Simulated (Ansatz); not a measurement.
## Two runs on C10N

System: C10N (slab, 22 atoms in the cell).
Method of the first run: DFT PBE+D3(BJ), scalar-relativistic, plane waves, PAW, PAW set soft_1, no spin polarisation (Ansatz 0.2.0).

The structure derives from an entry of the Crystallography Open Database. Text and figures count atoms from 1; the logs count them from 0 in places.

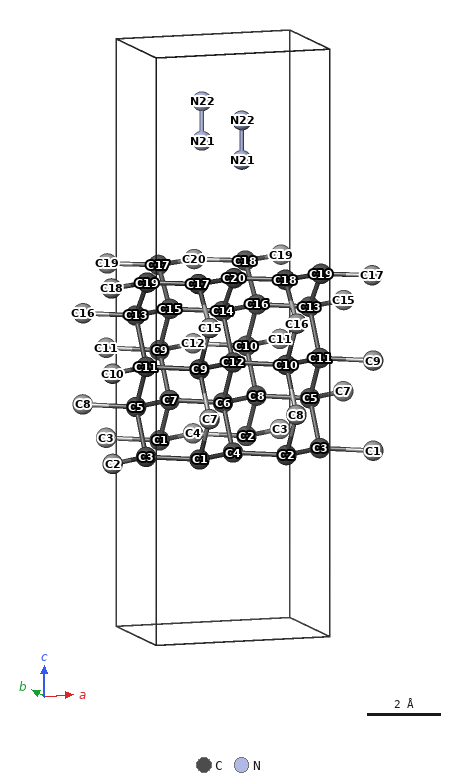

**Figure 1.** The structure (ball-and-stick view of the cell of the calculation, with the vacuum cut short, seen slightly off an axis; neighbours outside the cell are drawn fainter; atoms are numbered from 1 in the order of the input). An atom can appear more than once, as a periodic image. Near neighbours in the periodic cell (some may lie outside the picture): C has 3 C at 1.43 to 1.54 Å; C has 4 C at 1.48 to 1.59 Å; N has 1 N at 1.10 Å.

The input, the first run:
```yaml
crystal:
  lattice:
    - [5.0304222913, 0.0, 0.0]
    - [0.0, 3.5570457144, 0.0]
    - [0.0, 0.0, 23.3751415636]
  atoms:
    - { symbol: C, position: [0.25, 0.0, 0.1711219583] }
    - { symbol: C, position: [0.75, 0.0, 0.1711219583] }
    - { symbol: C, position: [0.0, 0.25, 0.1711219583] }
    - { symbol: C, position: [0.5, 0.25, 0.1711219583] }
    - { symbol: C, position: [0.0, 0.5, 0.2249229405] }
    - { symbol: C, position: [0.5, 0.5, 0.2249229405] }
    - { symbol: C, position: [0.25, 0.75, 0.2249229405] }
    - { symbol: C, position: [0.75, 0.75, 0.2249229405] }
    - { symbol: C, position: [0.25, 0.0023818349, 0.2785827709] }
    - { symbol: C, position: [0.75, 0.0023818349, 0.2785827709] }
    - { symbol: C, position: [0.0, 0.2476181651, 0.2785827709] }
    - { symbol: C, position: [0.5, 0.2476181651, 0.2785827709] }
    - { symbol: C, position: [0.0, 0.5094747643, 0.3338767234] }
    - { symbol: C, position: [0.5, 0.5094747643, 0.3338767234] }
    - { symbol: C, position: [0.25, 0.7405252357, 0.3338767234] }
    - { symbol: C, position: [0.75, 0.7405252357, 0.3338767234] }
    - { symbol: C, position: [0.25, 0.0286707462, 0.3796829011] }
    - { symbol: C, position: [0.75, 0.0286707462, 0.3796829011] }
    - { symbol: C, position: [0.0, 0.2213292538, 0.3796829011] }
    - { symbol: C, position: [0.5, 0.2213292538, 0.3796829011] }
    - { symbol: "N", position: [0.5, 0.0286707462, 0.5251365657] }
    - { symbol: "N", position: [0.5, 0.0286707462, 0.5721951042] }
basis:
  ecutwfc: 420
kpoints:
  mp_grid: { grid: [5, 8, 1] }
hamiltonian:
  xc: pbe
  pseudopotentials: { kind: paw, azcp: { folder: soft_1 } }
  dispersion: d3bj
scf:
  occupations: { method: gaussian, width: 0.05 }
output:
  forces: true
  eigenvalues: true
efield:
  axis: 3
  dipole_correction: true
  ramp_width: 0.04
```

Launched with:
```bash
ansatz run input.yaml --threads 2 --pin off --max-ram 6144MiB --backend cpu --events-out ev --progress --plain --runs-dir out
```

Hardware: 2 threads of Arm Neoverse V1, 24 GiB of memory available, shared host.

Output, shortened to warnings, some set-up lines, iterations and results (the first run):
```
Basis set: ecut = 420 eV, 8157 PW (Γ), exchange–correlation on 72×48×320 points (8 copies of the dense FFT grid, shifted against one another)
Symmetry: 2 space group operations
k-points: 15 of 40 (time reversal used)
[...]
SCF iter   1: F=—  HF=-5781.080720 eV  |F-HF|=—  |Δ(HF+E_count)|=         —  Δρ=7.84e-2  dr2=2.07e1  ethr=3.10e-3  p=-0.000 e·Å  D=-6.01e-7 V/Å  ΔV_dip=0.00 eV  …
SCF iter   2: F=—  HF=-5775.863108 eV  |F-HF|=—  |Δ(HF+E_count)|=    5.22e0  Δρ=3.60e-2  dr2=1.59e1  ethr=3.10e-3  p=0.291 e·Å  D=1.26e-1 V/Å  ΔV_dip=-2.95 eV  …
SCF iter   3: F=—  HF=-5773.959258 eV  |F-HF|=—  |Δ(HF+E_count)|=    1.90e0  Δρ=5.89e-3  dr2=2.08e-1  ethr=3.10e-3  p=0.090 e·Å  D=3.91e-2 V/Å  ΔV_dip=-0.91 eV  …
SCF iter   4: F=—  HF=-5773.952116 eV  |F-HF|=—  |Δ(HF+E_count)|=   7.14e-3  Δρ=3.14e-3  dr2=5.24e-2  ethr=2.31e-4  p=0.102 e·Å  D=4.43e-2 V/Å  ΔV_dip=-1.04 eV  …
SCF iter   5: F=—  HF=-5773.975851 eV  |F-HF|=—  |Δ(HF+E_count)|=   2.37e-2  Δρ=5.78e-3  dr2=1.75e-1  ethr=5.82e-5  p=0.048 e·Å  D=2.08e-2 V/Å  ΔV_dip=-0.49 eV  …
SCF iter   6: F=—  HF=-5773.944095 eV  |F-HF|=—  |Δ(HF+E_count)|=   3.18e-2  Δρ=7.71e-4  dr2=3.70e-3  ethr=5.82e-5  p=0.075 e·Å  D=3.26e-2 V/Å  ΔV_dip=-0.76 eV  …
SCF iter   7: F=—  HF=-5773.943977 eV  |F-HF|=—  |Δ(HF+E_count)|=   1.18e-4  Δρ=2.95e-4  dr2=6.67e-4  ethr=4.11e-6  p=0.063 e·Å  D=2.72e-2 V/Å  ΔV_dip=-0.64 eV  …
SCF iter   8: F=—  HF=-5773.944010 eV  |F-HF|=—  |Δ(HF+E_count)|=   3.28e-5  Δρ=8.52e-5  dr2=6.22e-5  ethr=7.41e-7  p=0.059 e·Å  D=2.57e-2 V/Å  ΔV_dip=-0.60 eV  …
SCF iter   9: F=—  HF=-5773.944224 eV  |F-HF|=—  |Δ(HF+E_count)|=   2.14e-4  Δρ=2.51e-5  dr2=2.90e-6  ethr=6.91e-8  p=0.059 e·Å  D=2.55e-2 V/Å  ΔV_dip=-0.60 eV  …
SCF iter  10: F=—  HF=-5773.944227 eV  |F-HF|=—  |Δ(HF+E_count)|=   2.34e-6  Δρ=7.39e-6  dr2=2.02e-7  ethr=3.22e-9  p=0.059 e·Å  D=2.55e-2 V/Å  ΔV_dip=-0.60 eV  …
SCF iter  11: F=-5773.944227 eV  HF=-5773.944227 eV  |F-HF|=4.58e-8  |Δ(HF+E_count)|=   4.74e-7  Δρ=2.06e-6  dr2=3.27e-8  ethr=1.11e-10  p=0.059 e·Å  D=2.55e-2 V/Å  …
SCF 1 converged in 11 iterations: F = -5773.944227 eV  dr2 = 3.27e-8
SCF converged after 11 iterations
Free energy (F): -5773.944227 eV
Harris-Foulkes:  -5773.944227 eV  (|F-HF|=4.58e-8)
Internal energy: -5773.939194 eV  (E = F + TS)
E sigma→0 (E₀):  -5773.941711 eV
Entropy (-TS):   -0.005033 eV (-0.229 meV/atom)
Fermi energy:    0.065435 eV
Dipole field:    D = 0.025535 V/Å  (p = 0.059023 e·Å, saw-weighted, corrected)
Work function:   Φ+ = 5.4357 eV   Φ− = 6.0326 eV
Levels:          The Fermi level and band energies are counted from a zero that moves with the ramp; work functions are not
--- Per-component energies (eV) ---
  E_band       = -797.532088
  E_kinetic    = 2016.521147
  E_local      = -67301.322485  (includes V_loc(G=0)·N_el)
  E_nonlocal   = 538.354668
  E_hartree    = 32721.609450
  E_xc         = -1055.315660
  E_vxc        = -1304.542561  (∫ρ·V_xc dr)
  E_paw        = -2254.237692  (= ΣΔE_a)
  E_vpaw       = -193.201156  (= ΣTr[D̂ρ^β])
  E_aug_tail   = 0.002048  (compensation charges beyond the density's cutoff)
  E_efield     = 0.000754  (sawtooth field / dipole correction)
  E_vefield    = 3.434519  (∫n·V_field dr)
  E_ewald      = 29563.549239
  E_disp       = -3.100663  (pairwise vdW)
  E_smearing   = -0.005033  (= −TS)
  E_closure    = 0.000000  (closes the sum)
  Σ components = -5773.944227   (vs F -5773.944227, Δ=0.00e0)
--- Forces (eV/Å), atoms counted from 1 ---
  atom   1  C     -0.00124040     4.27285566     0.96697573
  atom   2  C      0.00124040     4.27285566     0.96697573
  atom   3  C      0.00000000    -4.27373597     0.96864026
  atom   4  C      0.00000000    -4.27119711     0.96649767
  atom   5  C     -0.00000000     1.05953274    -0.97505739
  atom   6  C     -0.00000000     1.06122873    -0.96610076
  atom   7  C     -0.00047093    -1.06074363    -0.97119670
  atom   8  C      0.00047093    -1.06074363    -0.97119670
  atom   9  C      0.00009472     0.00133550    -0.00100178
  atom  10  C     -0.00009472     0.00133550    -0.00100178
  atom  11  C     -0.00000000    -0.00207176     0.00769996
  atom  12  C     -0.00000000    -0.00167513    -0.00889090
  atom  13  C      0.00000000     0.00919061    -0.00652902
  atom  14  C      0.00000000    -0.00871939     0.00787006
  atom  15  C      0.00530396    -0.00190180     0.00229007
  atom  16  C     -0.00530396    -0.00190180     0.00229007
  atom  17  C      0.00117162     0.00499096    -0.00540410
  atom  18  C     -0.00117162     0.00499096    -0.00540410
  atom  19  C     -0.00000000     0.00070354     0.03116923
  atom  20  C     -0.00000000     0.00555106    -0.02886436
  atom  21  N     -0.00000000    -0.01666216    -0.29899821
  atom  22  N      0.00000000     0.00483696     0.31905537
  max |Σ_I F_I| component: 1.82e-4 eV/Å
```

For the second run the input was changed thus:
```diff
-  ecutwfc: 420
+  ecutwfc: "14.7 Ry"
+  precision: f64
-  dispersion: d3bj
+  dispersion: d4
+  eigensolver: { kind: davidson }
```

How does the second run compare with the first run?

The total energies belong to different models, so their difference says nothing on which is more stable or more accurate. The largest force goes from 4.382 to 3.067 eV/Å. The SCF takes 12 iterations against 11. The plane waves at Γ go from 8157 to 2639.

Output, shortened to warnings, some set-up lines, iterations and results (the second run):
```
Warning: basis.ecutwfc = 200.00368890801178 eV is below the records' recommended 420 eV, and the density's cutoff is lower with it unless basis.ecutrho_ratio is high enough to keep the records' density cutoff: compare with a run at a higher cutoff
WARN: efield: at this solve's end the planar-averaged density reaches 4.32e-5 e/Å³ inside the ramp window [0.8089, 0.9344] (bound 1e-5 e/Å³); by the running means of the window's planes the mean density over a ramp is at most 3.42e-5 e/Å³, which is held to the bound (the quickstart, § The vacuum guard, A window that rings); the window's nearer edge stands 5.53 Å from this solve's nearest atom …
Basis set: ecut = 200.00368890801178 eV, 2639 PW (Γ), exchange–correlation on 48×36×216 points (8 copies of the dense FFT grid, shifted against one another)
Symmetry: 2 space group operations
k-points: 15 of 40 (time reversal used)
[...]
SCF iter   1: F=—  HF=-5742.340508 eV  |F-HF|=—  |Δ(HF+E_count)|=         —  Δρ=7.90e-2  dr2=1.61e1  ethr=1.79e-2  p=-0.000 e·Å  D=-1.32e-5 V/Å  ΔV_dip=0.00 eV  …
SCF iter   2: F=—  HF=-5738.703022 eV  |F-HF|=—  |Δ(HF+E_count)|=    3.64e0  Δρ=1.77e-2  dr2=1.63e0  ethr=1.78e-3  p=0.150 e·Å  D=6.47e-2 V/Å  ΔV_dip=-1.51 eV  …
SCF iter   3: F=—  HF=-5738.323810 eV  |F-HF|=—  |Δ(HF+E_count)|=   3.79e-1  Δρ=6.51e-3  dr2=3.10e-1  ethr=1.78e-3  p=0.070 e·Å  D=3.04e-2 V/Å  ΔV_dip=-0.71 eV  …
SCF iter   4: F=—  HF=-5738.247774 eV  |F-HF|=—  |Δ(HF+E_count)|=   7.60e-2  Δρ=1.43e-3  dr2=2.32e-2  ethr=3.45e-4  p=0.072 e·Å  D=3.10e-2 V/Å  ΔV_dip=-0.72 eV  …
SCF iter   5: F=—  HF=-5738.248499 eV  |F-HF|=—  |Δ(HF+E_count)|=   7.25e-4  Δρ=1.30e-3  dr2=1.17e-2  ethr=2.57e-5  p=0.069 e·Å  D=2.99e-2 V/Å  ΔV_dip=-0.70 eV  …
SCF iter   6: F=—  HF=-5738.250928 eV  |F-HF|=—  |Δ(HF+E_count)|=   2.43e-3  Δρ=1.90e-3  dr2=2.13e-2  ethr=1.29e-5  p=0.047 e·Å  D=2.03e-2 V/Å  ΔV_dip=-0.48 eV  …
SCF iter   7: F=—  HF=-5738.247709 eV  |F-HF|=—  |Δ(HF+E_count)|=   3.22e-3  Δρ=8.23e-4  dr2=4.08e-3  ethr=1.29e-5  p=0.051 e·Å  D=2.19e-2 V/Å  ΔV_dip=-0.51 eV  …
SCF iter   8: F=—  HF=-5738.246945 eV  |F-HF|=—  |Δ(HF+E_count)|=   7.64e-4  Δρ=2.03e-4  dr2=2.59e-4  ethr=4.53e-6  p=0.051 e·Å  D=2.22e-2 V/Å  ΔV_dip=-0.52 eV  …
SCF iter   9: F=—  HF=-5738.246913 eV  |F-HF|=—  |Δ(HF+E_count)|=   3.17e-5  Δρ=2.76e-5  dr2=4.82e-6  ethr=2.88e-7  p=0.051 e·Å  D=2.22e-2 V/Å  ΔV_dip=-0.52 eV  …
SCF iter  10: F=—  HF=-5738.245015 eV  |F-HF|=—  |Δ(HF+E_count)|=   1.90e-3  Δρ=1.71e-5  dr2=3.69e-6  ethr=5.35e-9  p=0.051 e·Å  D=2.21e-2 V/Å  ΔV_dip=-0.52 eV  …
SCF iter  11: F=—  HF=-5738.245014 eV  |F-HF|=—  |Δ(HF+E_count)|=   1.36e-7  Δρ=8.92e-6  dr2=1.08e-6  ethr=4.10e-9  p=0.051 e·Å  D=2.21e-2 V/Å  ΔV_dip=-0.52 eV  …
SCF iter  12: F=-5738.245015 eV  HF=-5738.245015 eV  |F-HF|=1.09e-7  |Δ(HF+E_count)|=   6.91e-7  Δρ=2.77e-6  dr2=5.00e-8  ethr=1.19e-9  p=0.051 e·Å  D=2.21e-2 V/Å  …
SCF 1 converged in 12 iterations: F = -5738.245015 eV  dr2 = 5.00e-8
  Residual-converged pass: ⟨swp⟩=4.0  Hψ=2493  notcnv=0  max |occ|·‖R‖ = 6.5e-6 eV (tolerance 6.7e-6 eV)  dr2=4.92e-8  dr2_onsite=3.31e-10  max |Δocc| = 3.6e-10
SCF converged after 12 iterations
Free energy (F): -5738.245015 eV
Harris-Foulkes:  -5738.245015 eV  (|F-HF|=1.09e-7)
Internal energy: -5738.237845 eV  (E = F + TS)
E sigma→0 (E₀):  -5738.241430 eV
Entropy (-TS):   -0.007170 eV (-0.326 meV/atom)
Fermi energy:    0.130863 eV
Dipole field:    D = 0.022107 V/Å  (p = 0.051100 e·Å, saw-weighted, corrected)
Work function:   Φ+ = 5.5734 eV   Φ− = 6.0923 eV
Levels:          The Fermi level and band energies are counted from a zero that moves with the ramp; work functions are not
Vacuum region:   at the solve's end the planar-averaged density reaches 4.32e-5 e/Å³ inside the ramp window [0.8089, 0.9344] (bound 1e-5 e/Å³); by the running means of the window's planes the mean density over a ramp is at most 3.42e-5 e/Å³, which is held to the bound (the quickstart, § The vacuum …
--- Per-component energies (eV) ---
  E_band       = -809.639658
  E_kinetic    = 2048.811211
  E_local      = -67194.511827  (includes V_loc(G=0)·N_el)
  E_nonlocal   = 470.600683
  E_hartree    = 32678.330451
  E_xc         = -1078.921853
  E_vxc        = -1335.188106  (∫ρ·V_xc dr)
  E_paw        = -2222.535922  (= ΣΔE_a)
  E_vpaw       = -159.012009  (= ΣTr[D̂ρ^β])
  E_aug_tail   = 0.029978  (compensation charges beyond the density's cutoff)
  E_efield     = 0.000565  (sawtooth field / dipole correction)
  E_vefield    = 2.972595  (∫n·V_field dr)
  E_ewald      = 29563.549239
  E_disp       = -3.590369  (pairwise vdW)
  E_smearing   = -0.007170  (= −TS)
  E_closure    = 0.000000  (closes the sum)
  Σ components = -5738.245015   (vs F -5738.245015, Δ=0.00e0)
--- Forces (eV/Å), atoms counted from 1 ---
  atom   1  C     -0.00174228     3.05618060    -0.24087973
  atom   2  C      0.00174228     3.05618060    -0.24087973
  atom   3  C      0.00000000    -3.05772509    -0.24105745
  atom   4  C      0.00000000    -3.05344637    -0.24105648
  atom   5  C     -0.00000000     1.00056763    -1.04874237
  atom   6  C     -0.00000000     1.00115388    -1.04009923
  atom   7  C      0.00008805    -1.00123081    -1.04470127
  atom   8  C     -0.00008805    -1.00123081    -1.04470127
  atom   9  C      0.00062122    -0.06028868     0.10213261
  atom  10  C     -0.00062122    -0.06028868     0.10213261
  atom  11  C      0.00000000     0.05892492     0.10940627
  atom  12  C      0.00000000     0.05920663     0.09461519
  atom  13  C      0.00000000     0.22532954     0.22181420
  atom  14  C      0.00000000     0.20490466     0.23335626
  atom  15  C      0.00496331    -0.21667333     0.22890984
[...]
```

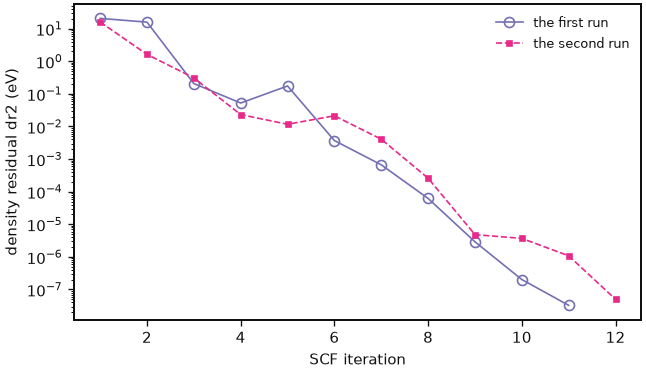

**Figure 2.** Convergence of the two runs: density residual dr2 against the SCF iteration. The first run takes 11 iterations in all, and the second run takes 12.

The two runs side by side:

| quantity | the first run | the second run |
| --- | --- | --- |
| outcome | converged | converged |
| free energy per atom (eV) | −262.4520 | −260.8293 |
| gap on the mesh (eV) | 0.00 | 0.00 |
| work function (eV) | 5.44 | – |
| largest force (eV/Å) | 4.382 | 3.067 |
| SCF iterations | 11 | 12 |
| irreducible k-points | 15 | 15 |
| plane waves at Γ | 8157 | 2639 |
| wall time (shared host) | 26 s | 19 s |

For the second run: These settings are looser than, or depart from, a standard set-up, so the numbers are not reference values for this system. Warnings: the cutoff is below the recommended one; the density in the vacuum is higher than it should be, so vacuum levels may be off.
